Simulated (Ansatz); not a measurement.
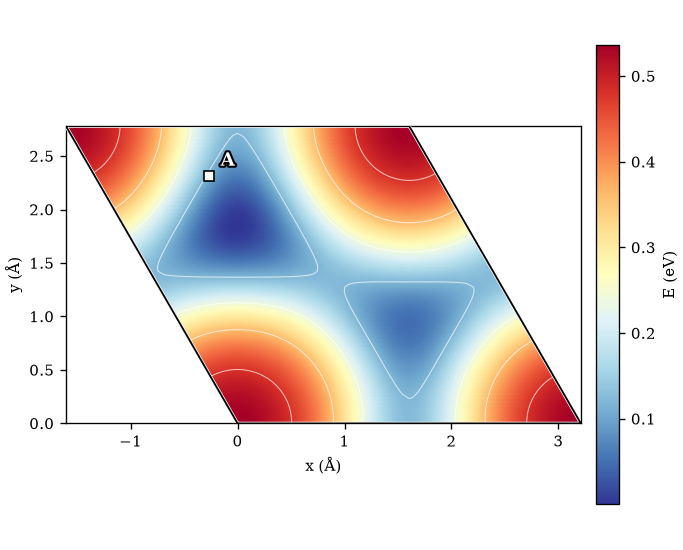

Si on a Mg(001) slab cut from the P6_3/mmc phase, its upper half relaxed before the scan (4 atoms of substrate and one adsorbate in a 1 × 1 cell). Si is moved over the surface cell; relaxed at each place: the height of the adsorbate's atoms; substrate rigid; the origin of the map has the adsorbate above Mg4. Places are given modulo a cell vector. The map is drawn in real space over the plane of the surface. The grid has 6 × 6 points; 10 points were computed and 26 follow by symmetry. Energies are in eV, from the lowest grid point. With one adsorbate in each 1 × 1 cell, its nearest image is 3.2 Å away, so neighbouring adsorbates interact. All numbers below come from DFT PBE, scalar-relativistic, plane waves, PAW (Ansatz 0.2.0). Settings: cutoff 420 eV, k-mesh 9×9×1, gaussian smearing 0.1 eV, no spin polarisation.

The picture shows a smooth colour map with a few white contour lines, the outline of one cell of the plane, the point A. Between grid points the surface is interpolated.

**Is A at rest? If not, where is it pushed?**

A, at (2/6, 5/6) of the cell vectors, is not a stationary point. The computed force is 0.4 eV/Å in the plane, pointing down and right in the picture (components 0.34 and −0.21 eV/Å).
